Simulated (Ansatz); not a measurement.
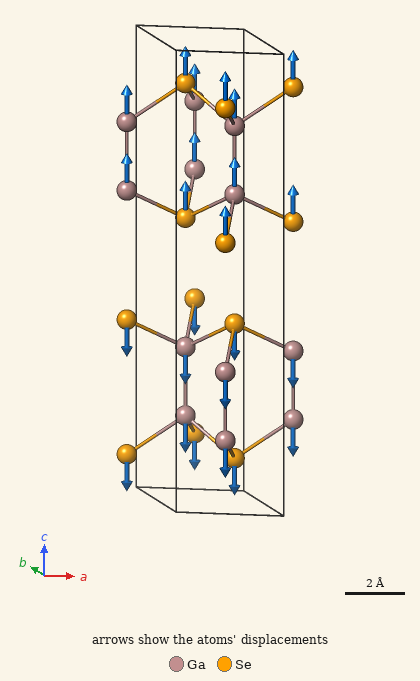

One vibrational mode of crystalline GaSe at the zone centre. The blue arrows are the displacements of the atoms (eigenvector over the root of the mass), of arbitrary overall length and sign. Style: ball-and-stick. Shown: the cell of the calculation, slightly off an axis.

Computed with Ansatz 0.2.0, DFT PBEsol, scalar-relativistic, plane waves, PAW.

Input file:
```yaml
crystal:
  lattice:
    - [3.7459950256, 0.0, 0.0]
    - [-1.8729975128, 3.2441268546, 0.0]
    - [0.0, 0.0, 16.3831144274]
  atoms:
    - { symbol: Ga, position: [0.3333333333, 0.6666666667, 0.1757726818] }
    - { symbol: Ga, position: [0.6666666667, 0.3333333333, 0.6757726818] }
    - { symbol: Ga, position: [0.3333333333, 0.6666666667, 0.3242273182] }
    - { symbol: Ga, position: [0.6666666667, 0.3333333333, 0.8242273182] }
    - { symbol: Se, position: [0.3333333333, 0.6666666667, 0.6042074109] }
    - { symbol: Se, position: [0.6666666667, 0.3333333333, 0.1042074109] }
    - { symbol: Se, position: [0.3333333333, 0.6666666667, 0.8957925891] }
    - { symbol: Se, position: [0.6666666667, 0.3333333333, 0.3957925891] }
basis:
  ecutwfc: 420
kpoints:
  mp_grid: { grid: [12, 12, 2] }
hamiltonian:
  xc: pbesol
scf:
  occupations: { method: fixed }
output:
  eigenvalues: true
phonons:
  method: dfpt
  dielectric: true
  rigid_motions: translations
  eigenvectors: true
```

Launched with:
```bash
ansatz run input.yaml --threads 2 --pin off --max-ram 7168MiB --backend cpu --events-out ev --progress --plain --runs-dir out
```

Frequencies are those without the non-analytic (LO–TO) term.

What mode is this, and where does it lie in the spectrum?

This is the B₁g mode at 22 cm⁻¹, optical level 2 of 11, counted from below, silent by symmetry (neither infrared- nor Raman-active). All motion is along c; whole layers move rigidly against one another; the kinetic energy is shared as Se 53 %, Ga 47 %.
